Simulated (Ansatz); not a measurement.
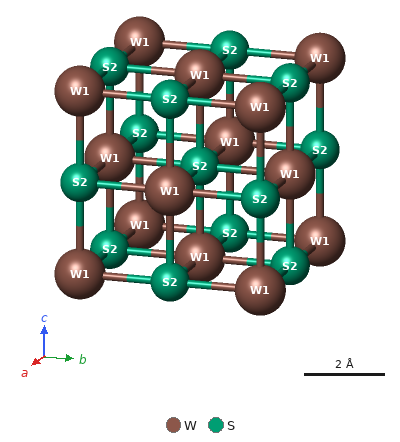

**Figure 1.** The structure as given in the input (ball-and-stick view of the cell 4 times as large as that of the calculation, set on its symmetry axes, seen slightly off an axis; atoms are numbered from 1 in the order of the input). An atom can appear more than once, as a periodic image. Near neighbours in the periodic cell (some may lie outside the picture): W has 6 S at 2.39 Å; S has 6 W at 2.39 Å.

# Geometry relaxation, with input and output: WS

System: WS (Fm-3m, 2 atoms in the cell).
Method: DFT PBEsol, scalar-relativistic, plane waves, PAW, no spin polarisation (Ansatz 0.2.0).

The structure was built on a prototype by a generator; it need not be a known phase. Figures and captions count atoms from 1; the log counts them from 0 in places.

Output:
```
Engine: ansatz 0.2.0, x86_64-unknown-linux-gnu
Pseudopotentials: kind: paw
Pseudopotential: W, paw, valence charge 14, recommended cutoff 420 eV (normal), W.paw.azcp
Pseudopotential: S, paw, valence charge 6, recommended cutoff 420 eV (normal), S.paw.azcp
Functional definition: PBEsol
  exchange = pbesol_x
  correlation = pbesol_c
Crystal: 2 atoms, lattice volume = 27.171 Å³
Basis set: ecut = 420 eV, 531 PW (Γ), exchange–correlation on 48×48×48 points (8 copies of the dense FFT grid, shifted against one another)
Bands: 14, of which v1, the nominal top of the filled ones, is band 10 counted from 1 (9 counted from 0)
Symmetry: 48 space group operations
Space group: Fm-3m (ITA 225), of the structure as read, at distance tolerance 3.0e-5 Å
k-points: 29 of 512
Non-local potential: W, projectors of the file, l = 0: 3, l = 1: 2, l = 2: 2, l = 3: 1
Non-local potential: S, projectors of the file, l = 0: 2, l = 1: 2, l = 2: 2
PAW form: soft (Blöchl's): semilocal exchange-correlation on the pseudo side does not see the compensation charge
PAW frozen core: W, regenerated for the run's functional, and the local potential with it (the file was generated under x = pbe(κ = 0.804, μ = 0.2195149727645171), c = pbe(β = 0.06672455060314922))
PAW frozen core: S, regenerated for the run's functional, and the local potential with it (the file was generated under x = pbe(κ = 0.804, μ = 0.2195149727645171), c = pbe(β = 0.06672455060314922))
PAW one-centre angular grid: W, 590 points (default); XC on 64 Gauss nodes
PAW one-centre angular grid: S, 110 points (default); XC on 64 Gauss nodes
Initial density: superposition of atomic densities (neutral atoms: chi_scale 0, normalization atom), corrected by the library's trained network
Initial wavefunctions: pseudopotential atomic-orbital guess
Functional: x = pbesol(κ = 0.804, μ = 0.12345679012345678), c = pbesol(β = 0.046)
SCF iter   1: F=—  HF=-11140.120543 eV  |F-HF|=—  |Δ(HF+E_count)|=         —  Δρ=7.42e-3  dr2=2.22e-2  ethr=1.77e-3  ⟨swp⟩=5.0  Hψ=2314  notcnv=0
preconditioner: auto → none  [metal: Δε(μ)=0.070 eV  Ē_g=9.629 eV  σ=0.100 eV  W_gap=0.35  n_scr=8 (ndim 8)  ℏωp=24.7 eV  f_vac=0.000  D(μ)=2.10/eV (n_scr^D=26)  sad-step TF]
SCF iter   2: F=—  HF=-11140.116697 eV  |F-HF|=—  |Δ(HF+E_count)|=   3.85e-3  Δρ=4.90e-3  dr2=9.85e-3  ethr=1.11e-4  ⟨swp⟩=1.0  Hψ=638  notcnv=0
SCF iter   3: F=—  HF=-11140.114162 eV  |F-HF|=—  |Δ(HF+E_count)|=   2.53e-3  Δρ=3.57e-4  dr2=3.86e-5  ethr=4.93e-5  ⟨swp⟩=2.0  Hψ=563  notcnv=0
SCF iter   4: F=—  HF=-11140.114174 eV  |F-HF|=—  |Δ(HF+E_count)|=   1.13e-5  Δρ=6.16e-5  dr2=1.03e-6  ethr=1.93e-7  ⟨swp⟩=2.0  Hψ=587  notcnv=0
iter 5 did not close the SCF: its close was put off for the readings that it lacked (scf_convergence_deferred on its scf_iter line)
SCF iter   5: F=-11140.114174 eV  HF=-11140.114174 eV  |F-HF|=3.58e-9  |Δ(HF+E_count)|=   2.70e-7  Δρ=8.49e-6  dr2=1.11e-8  ethr=5.14e-9  ⟨swp⟩=2.0  Hψ=566  notcnv=0
SCF iter   6: F=-11140.114174 eV  HF=-11140.114174 eV  |F-HF|=8.00e-11  |Δ(HF+E_count)|=   2.58e-9  Δρ=6.86e-7  dr2=1.19e-10  ethr=5.57e-11  ⟨swp⟩=2.8  Hψ=1549  notcnv=0
SCF 1 converged in 6 iterations: F = -11140.114174 eV  dr2 = 1.19e-10
  greatest PAW one-centre occupation: 1.000 electrons in one spin orbital (limit 2), on the W atom at site 0 (counted from 0), in its partial waves of l = 0
relax step   1: F+E_penalty+E_count = -11140.11417388 eV  Δ(F+E_penalty+E_count) = +0.000e0 eV  max|allowed force component| = 1.867e-29 eV/Å  Δτ_max = 0.0000 Å  P = +19.935 GPa  Ω = 27.171 Å³  (6 SCF iters, dr2 threshold 1.00e-7 eV, accepted)
Crystal: 2 atoms, lattice volume = 29.550 Å³
Basis set: ecut = 420 eV, 561 PW (Γ), exchange–correlation on 48×48×48 points (8 copies of the dense FFT grid, shifted against one another)
Initial density: handed on by an earlier stage of this run
Initial wavefunctions: those handed on with the density
iter 1 solved again at ethr=2.00e-5 eV; its pass at ethr=3.10e-3 eV (dr2=4.01e-3 eV) is discarded
SCF iter   1: F=—  HF=-11140.239981 eV  |F-HF|=—  |Δ(HF+E_count)|=         —  Δρ=3.40e-3  dr2=4.06e-3  ethr=2.00e-5  ⟨swp⟩=1.0  Hψ=2795  notcnv=0
preconditioner: auto → none  [metal: Δε(μ)=0.033 eV  Ē_g=9.005 eV  σ=0.100 eV  W_gap=0.18  n_scr=8 (ndim 8)  ℏωp=23.7 eV  f_vac=0.000  D(μ)=2.58/eV (n_scr^D=26)]
SCF iter   2: F=—  HF=-11140.238957 eV  |F-HF|=—  |Δ(HF+E_count)|=   1.02e-3  Δρ=1.35e-3  dr2=4.90e-4  ethr=2.00e-5  ⟨swp⟩=2.0  Hψ=516  notcnv=0
SCF iter   3: F=—  HF=-11140.238869 eV  |F-HF|=—  |Δ(HF+E_count)|=   8.80e-5  Δρ=2.01e-4  dr2=7.57e-6  ethr=2.45e-6  ⟨swp⟩=2.0  Hψ=510  notcnv=0
SCF iter   4: F=—  HF=-11140.238856 eV  |F-HF|=—  |Δ(HF+E_count)|=   1.31e-5  Δρ=1.95e-5  dr2=4.40e-8  ethr=3.79e-8  ⟨swp⟩=2.1  Hψ=608  notcnv=0
iter 5 did not close the SCF: its close was put off for the readings that it lacked (scf_convergence_deferred on its scf_iter line)
SCF iter   5: F=-11140.238856 eV  HF=-11140.238856 eV  |F-HF|=6.57e-10  |Δ(HF+E_count)|=   1.71e-9  Δρ=3.96e-6  dr2=2.37e-9  ethr=2.20e-10  ⟨swp⟩=2.3  Hψ=658  notcnv=0
SCF iter   6: F=-11140.238856 eV  HF=-11140.238856 eV  |F-HF|=2.73e-11  |Δ(HF+E_count)|=  2.00e-11  Δρ=2.82e-7  dr2=3.08e-11  ethr=1.18e-11  ⟨swp⟩=1.1  Hψ=1220  notcnv=0
SCF 2 converged in 6 iterations: F = -11140.238856 eV  dr2 = 3.08e-11
relax step   2: F+E_penalty+E_count = -11140.23885612 eV  Δ(F+E_penalty+E_count) = -1.247e-1 eV  max|allowed force component| = 1.131e-29 eV/Å  Δτ_max = 0.0000 Å  P = -1.428 GPa  Ω = 29.550 Å³  energy of the carried Pulay correction = -6.506e-4 eV  (6 SCF iters, dr2 threshold 2.00e-7 eV, accepted)
Crystal: 2 atoms, lattice volume = 29.378 Å³
Basis set: ecut = 420 eV, 537 PW (Γ), exchange–correlation on 48×48×48 points (8 copies of the dense FFT grid, shifted against one another)
iter 1 solved again at ethr=1.01e-7 eV; its pass at ethr=3.10e-3 eV (dr2=2.03e-5 eV) is discarded
SCF iter   1: F=—  HF=-11140.239792 eV  |F-HF|=—  |Δ(HF+E_count)|=         —  Δρ=2.06e-4  dr2=1.39e-5  ethr=1.01e-7  ⟨swp⟩=2.0  Hψ=2465  notcnv=0
preconditioner: auto → none  [metal: Δε(μ)=0.028 eV  Ē_g=9.060 eV  σ=0.100 eV  W_gap=0.16  n_scr=8 (ndim 8)  ℏωp=23.7 eV  f_vac=0.000  D(μ)=2.58/eV (n_scr^D=26)]
SCF iter   2: F=—  HF=-11140.239774 eV  |F-HF|=—  |Δ(HF+E_count)|=   1.80e-5  Δρ=8.41e-5  dr2=1.77e-6  ethr=6.96e-8  ⟨swp⟩=2.1  Hψ=512  notcnv=0
iter 3 did not close the SCF: its close was put off for the readings that it lacked (scf_convergence_deferred on its scf_iter line)
SCF iter   3: F=-11140.239774 eV  HF=-11140.239774 eV  |F-HF|=1.72e-9  |Δ(HF+E_count)|=   3.25e-7  Δρ=1.16e-5  dr2=2.74e-8  ethr=8.87e-9  ⟨swp⟩=2.0  Hψ=495  notcnv=0
iter 4 did not close the SCF: its close was put off for the readings that it lacked (scf_convergence_deferred on its scf_iter line)
SCF iter   4: F=-11140.239774 eV  HF=-11140.239774 eV  |F-HF|=8.37e-11  |Δ(HF+E_count)|=   2.63e-9  Δρ=1.28e-6  dr2=2.44e-10  ethr=1.37e-10  ⟨swp⟩=2.3  Hψ=602  notcnv=0
iter 5 did not close the SCF: its close was put off for the readings that it lacked (scf_convergence_deferred on its scf_iter line)
SCF iter   5: F=-11140.239774 eV  HF=-11140.239774 eV  |F-HF|=0.00e0  |Δ(HF+E_count)|=  4.37e-11  Δρ=2.12e-7  dr2=8.15e-12  ethr=1.22e-12  ⟨swp⟩=2.0  Hψ=628  notcnv=0
SCF iter   6: F=-11140.239774 eV  HF=-11140.239774 eV  |F-HF|=1.82e-12  |Δ(HF+E_count)|=  1.82e-12  Δρ=3.10e-8  dr2=3.47e-13  ethr=1.00e-12  ⟨swp⟩=1.0  Hψ=928  notcnv=0
SCF 3 converged in 6 iterations: F = -11140.239774 eV  dr2 = 3.47e-13
relax step   3: F+E_penalty+E_count = -11140.23977352 eV  Δ(F+E_penalty+E_count) = -9.174e-4 eV  max|allowed force component| = 1.578e-30 eV/Å  Δτ_max = 0.0000 Å  P = -0.191 GPa  Ω = 29.378 Å³  energy of the carried Pulay correction = -6.054e-4 eV  (6 SCF iters, dr2 threshold 2.00e-7 eV, accepted)
Initial wavefunctions: pseudopotential atomic-orbital guess (no wavefunctions were taken with the density)
iter 1 solved again at ethr=2.28e-8 eV; its pass at ethr=3.10e-3 eV (dr2=4.55e-6 eV) is discarded
SCF iter   1: F=—  HF=-11140.240426 eV  |F-HF|=—  |Δ(HF+E_count)|=         —  Δρ=2.43e-4  dr2=8.74e-7  ethr=2.28e-8  ⟨swp⟩=3.1  Hψ=3493  notcnv=0
preconditioner: auto → none  [metal: Δε(μ)=0.028 eV  Ē_g=9.059 eV  σ=0.100 eV  W_gap=0.16  n_scr=8 (ndim 8)  ℏωp=23.7 eV  f_vac=0.000  D(μ)=2.58/eV (n_scr^D=26)]
SCF iter   2: F=—  HF=-11140.240418 eV  |F-HF|=—  |Δ(HF+E_count)|=   8.16e-6  Δρ=1.21e-4  dr2=1.95e-7  ethr=4.37e-9  ⟨swp⟩=1.0  Hψ=408  notcnv=0
SCF iter   3: F=—  HF=-11140.240420 eV  |F-HF|=—  |Δ(HF+E_count)|=   2.20e-6  Δρ=6.03e-6  dr2=2.63e-9  ethr=9.77e-10  ⟨swp⟩=2.0  Hψ=706  notcnv=0
iter 4 did not close the SCF: its close was put off for the readings that it lacked (scf_convergence_deferred on its scf_iter line)
SCF iter   4: F=-11140.240420 eV  HF=-11140.240420 eV  |F-HF|=8.73e-11  |Δ(HF+E_count)|=   4.51e-9  Δρ=1.10e-6  dr2=8.12e-11  ethr=1.32e-11  ⟨swp⟩=2.9  Hψ=686  notcnv=0
iter 5 did not close the SCF: its close was put off for the readings that it lacked (scf_convergence_deferred on its scf_iter line)
SCF iter   5: F=-11140.240420 eV  HF=-11140.240420 eV  |F-HF|=0.00e0  |Δ(HF+E_count)|=  1.11e-10  Δρ=4.39e-8  dr2=4.35e-13  ethr=1.00e-12  ⟨swp⟩=1.4  Hψ=452  notcnv=0
SCF iter   6: F=-11140.240420 eV  HF=-11140.240420 eV  |F-HF|=0.00e0  |Δ(HF+E_count)|=  5.46e-12  Δρ=4.52e-9  dr2=2.83e-15  ethr=1.00e-12  ⟨swp⟩=1.3  Hψ=945  notcnv=0
SCF 4 converged in 6 iterations: F = -11140.240420 eV  dr2 = 2.83e-15
relax step   4: F+E_penalty+E_count = -11140.24041989 eV  Δ(F+E_penalty+E_count) = -6.464e-4 eV  max|allowed force component| = 1.759e-30 eV/Å  Δτ_max = 0.0000 Å  P = -0.184 GPa  Ω = 29.378 Å³  stress off target by 1.84e-1 GPa  SCF on the basis re-selected at this cell (its energy is not comparable with the rows above)  (6 SCF iters)
```

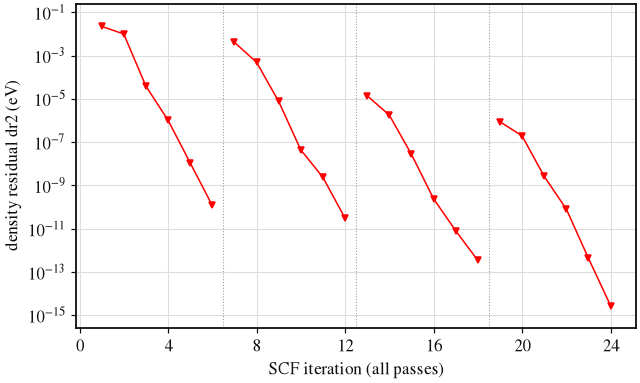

**Figure 2.** Convergence of the self-consistent field: density residual dr2 against the SCF iteration. The dotted lines part the SCF passes of the relaxation: geometry steps, rejected trials and re-solves on a re-selected basis. The passes take 6, 6, 6 and 6 iterations.

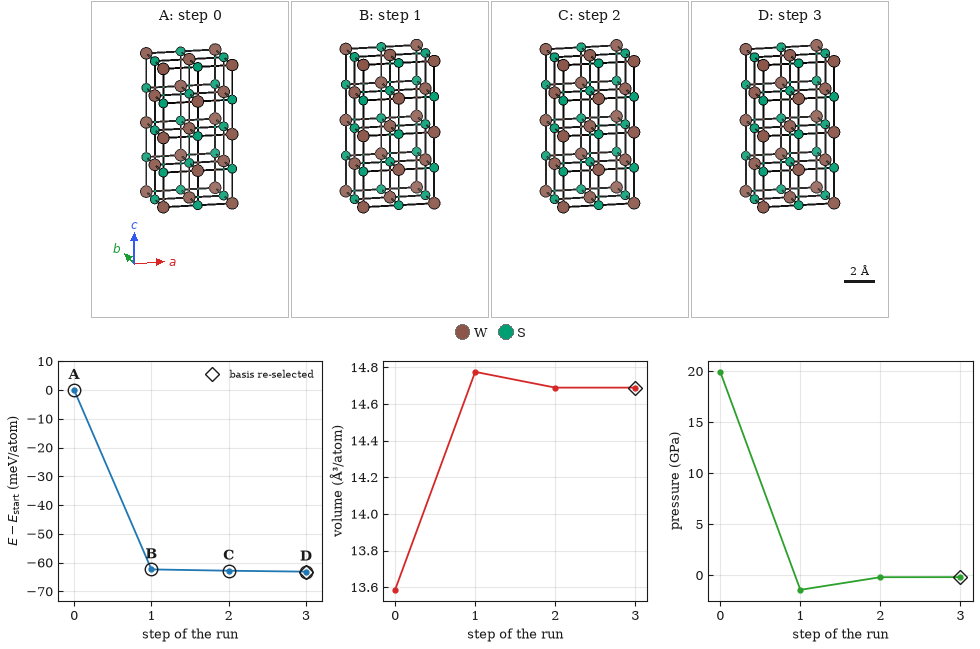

**Figure 3.** Frames of the relaxation (ball-and-stick view of the cell 4 times as large as that of the calculation, set on its symmetry axes, repeated 1 × 1 × 2, seen slightly off an axis) above the curves, on which the letters mark them (the first geometry is step 0 here and step 1 in the log).

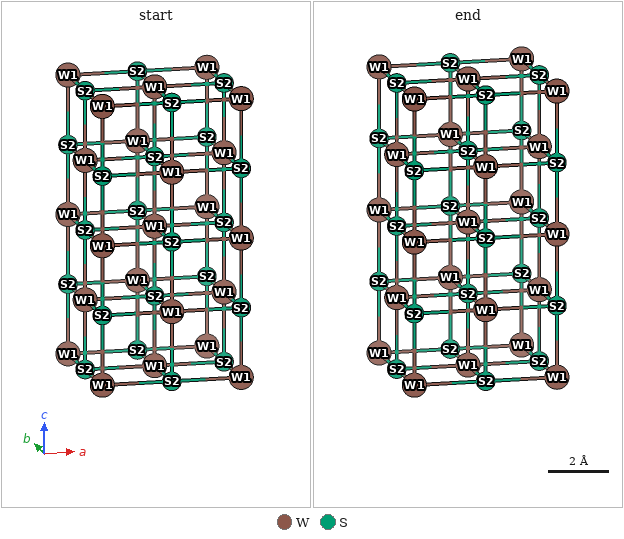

**Figure 4.** Before (left) and after (right) the relaxation, at one scale (ball-and-stick view of the cell 4 times as large as that of the calculation, set on its symmetry axes, repeated 1 × 1 × 2, seen slightly off an axis). The atoms keep their places relative to the cell (all moves are under 0.005 Å). Cell: a = b = c 4.772 → 4.898 Å (+2.6 %). Volume +8.1 %. Among the contacts that change: W1–S2 2.386 → 2.449 Å. The space group stays Fm-3m (No. 225). Over 2 geometry steps the energy falls by 62.8 meV per atom. All forces vanish by symmetry, so only the cell relaxes. The pressure goes from 19.94 to −0.18 GPa. A last SCF at the same geometry on a re-selected plane-wave basis shifts the energy by −0.3 meV per atom. (Atoms are counted from 1 in the order of the input.)

```
basis re-selected at this cell: Δ(F+E_penalty+E_count) = -6.464e-4 eV, ΔP = +0.007 GPa vs the last step (what re-selecting the basis moved, of the pressure what is left beyond the Pulay correction that the steps carried, after the strain that the cell walked since its last selection, with what the two solves' SCF thresholds leave and, on support functions, any second-order correction that the steps lacked; it is no measure of the basis error at this ecutwfc). This SCF's stress stands 1.84e-1 GPa from its target on what of the cell is left free (relax.cell.stress_tol is 5.00e-1 GPa) and its largest allowed force component is 1.76e-30 eV/Å (relax.f_tol is 5.00e-2 eV/Å): within both
SCF converged after 6 iterations
Free energy (F): -11140.240420 eV
Harris-Foulkes:  -11140.240420 eV  (|F-HF|=0.00e0)
Internal energy: -11140.227520 eV  (E = F + TS)
E sigma→0 (E₀):  -11140.233970 eV
Entropy (-TS):   -0.012899 eV (-6.450 meV/atom)
Fermi energy:    18.611444 eV
--- Per-component energies (eV) ---
  E_band       = -90.320785
  E_kinetic    = 565.639388
  E_local      = -817.724896  (includes V_loc(G=0)·N_el)
  E_nonlocal   = 33.381962
  E_hartree    = 295.237437
  E_xc         = -362.987574
  E_vxc        = -328.363068  (∫ρ·V_xc dr)
  E_paw        = -9021.422678  (= ΣΔE_a)
  E_vpaw       = -133.728983  (= ΣTr[D̂ρ^β])
  E_aug_tail   = -0.000063  (compensation charges beyond the density's cutoff)
  E_ewald      = -1832.634837
  E_core_change = 0.283741  (= ΣΔE_core)
  E_smearing   = -0.012899  (= −TS)
  E_closure    = 0.000000  (closes the sum)
  Σ components = -11140.240420   (vs F -11140.240420, Δ=0.00e0)
--- Forces (eV/Å), atoms counted from 1 ---
  atom   1  W     -0.00000000     0.00000000     0.00000000
  atom   2  S      0.00000000    -0.00000000     0.00000000
  max |Σ_I F_I| component: 3.39e-30 eV/Å
--- Stress (GPa, compression-positive) ---
       -0.183940      -0.000000      -0.000000
       -0.000000      -0.183940       0.000000
       -0.000000       0.000000      -0.183940
  P = ⅓ Tr σ = -0.1839 GPa (-1.839 kbar)
--- Band table (eV; the first three rows and the last of 29) ---
  k-point 0: bands = ["-56.0590", "-20.3121", "-20.3121", "-20.3121", "1.1576", "15.1672", "15.1672", "15.1672", "15.7346", "15.7346", "15.7346", "16.3168", "16.3168", "20.9538"]
  k-point 1: bands = ["-56.0578", "-20.3433", "-20.3157", "-20.3157", "1.4264", "13.4687", "13.8439", "13.8439", "16.1065", "16.1065", "16.5214", "17.9652", "17.9652", "22.0295"]
  k-point 2: bands = ["-56.0551", "-20.4175", "-20.3241", "-20.3241", "2.1619", "11.2745", "12.5649", "12.5649", "16.9666", "16.9666", "17.1569", "20.3655", "20.3655", "23.6328"]
  k-point 28: bands = ["-56.0487", "-20.4378", "-20.4378", "-20.3896", "3.2087", "11.1918", "11.4779", "11.4779", "17.7659", "17.7659", "18.5484", "19.7837", "20.2731", "26.4175"]
--- Relaxed structure (3 steps of the walk, 3 accepted, 1 SCFs on fresh bases) ---
  F+E_penalty+E_count = -11140.24041989 eV   max|allowed force component| = 1.759e-30 eV/Å   (the final SCF, on the basis selected at the relaxed cell)
  cell:  # Å, volume = 29.3785 Å³
    - [-4.776911280839615e-34, 2.4490622249357825, 2.4490622249357825]
    - [2.4490622249357825, -1.3343505511145326e-33, 2.4490622249357825]
    - [2.4490622249357825, 2.4490622249357825, 7.356443372493009e-34]
  atoms:
    - { symbol: W, position: [-7.39875001059839e-35, 2.017840911981492e-34, 4.0356818239624653e-35] }
    - { symbol: S, position: [0.5, 0.5, 0.5] }
```

Trajectory as extended XYZ (Å, eV, eV/Å), 4 frames, from step=1 to step=4:
```
2
Lattice="0.0000 2.3861 2.3861 2.3861 0.0000 2.3861 2.3861 2.3861 0.0000" Properties=species:S:1:pos:R:3:forces:R:3 step=1 energy=-11140.11417 pressure_GPa=19.94
W     0.0000    0.0000    0.0000    0.0000   0.0000   0.0000
S     2.3861    2.3861    2.3861    0.0000   0.0000   0.0000
2
Lattice="0.0000 2.4538 2.4538 2.4538 0.0000 2.4538 2.4538 2.4538 0.0000" Properties=species:S:1:pos:R:3:forces:R:3 step=2 energy=-11140.23886 pressure_GPa=-1.43
W     0.0000    0.0000    0.0000    0.0000   0.0000   0.0000
S     2.4538    2.4538    2.4538    0.0000   0.0000   0.0000
2
Lattice="0.0000 2.4491 2.4491 2.4491 0.0000 2.4491 2.4491 2.4491 0.0000" Properties=species:S:1:pos:R:3:forces:R:3 step=3 energy=-11140.23977 pressure_GPa=-0.19
W     0.0000    0.0000    0.0000    0.0000   0.0000   0.0000
S     2.4491    2.4491    2.4491    0.0000   0.0000   0.0000
2
Lattice="0.0000 2.4491 2.4491 2.4491 0.0000 2.4491 2.4491 2.4491 0.0000" Properties=species:S:1:pos:R:3:forces:R:3 step=4 energy=-11140.24042 pressure_GPa=-0.18
W     0.0000    0.0000    0.0000    0.0000   0.0000   0.0000
S     2.4491    2.4491    2.4491    0.0000   0.0000   0.0000
```

The run was set up as follows.

Input:
```yaml
crystal:
  lattice:
    - [0.0, 2.3861270888, 2.3861270888]
    - [2.3861270888, 0.0, 2.3861270888]
    - [2.3861270888, 2.3861270888, 0.0]
  atoms:
    - { symbol: W, position: [0.0, 0.0, 0.0] }
    - { symbol: S, position: [0.5, 0.5, 0.5] }
basis:
  ecutwfc: 420
kpoints:
  mp_grid: { grid: [8, 8, 8] }
hamiltonian:
  xc: pbesol
scf:
  occupations: { method: gaussian, width: 0.1 }
output:
  forces: true
  stress: true
  eigenvalues: true
relax:
  adjacent_minimum: "off"
  f_tol: 0.05
  max_steps: 80
  cell: { stress_tol: 0.5 }
```

Launched with:
```bash
ansatz run input.yaml --threads 1 --pin off --max-ram 2560MiB --backend cpu --events-out ev --progress --plain --runs-dir out
```

Key numbers:

```tsv
quantity	value
outcome	converged
space group (tolerance 0.01 Å)	Fm-3m (225)
electrons treated	20
free energy	−11140.2404 eV
Fermi energy	18.611 eV
gap on the k-point mesh	none (metallic)
pressure	−0.18 GPa
final volume	29.38 Å³
largest force (length of the vector) at the end	under 0.001 eV/Å
final cell	a = 3.463 Å, b = 3.463 Å, c = 3.463 Å, α = 60.00°, β = 60.00°, γ = 60.00°
hardware	1 thread of Intel Xeon @ 2.50GHz (Skylake/Cascade Lake), 192 GiB of memory available, shared host
wall time	6.3 s
peak memory	0.36 GiB
```

Remarks:

Spin–orbit coupling is left out, which matters for W.
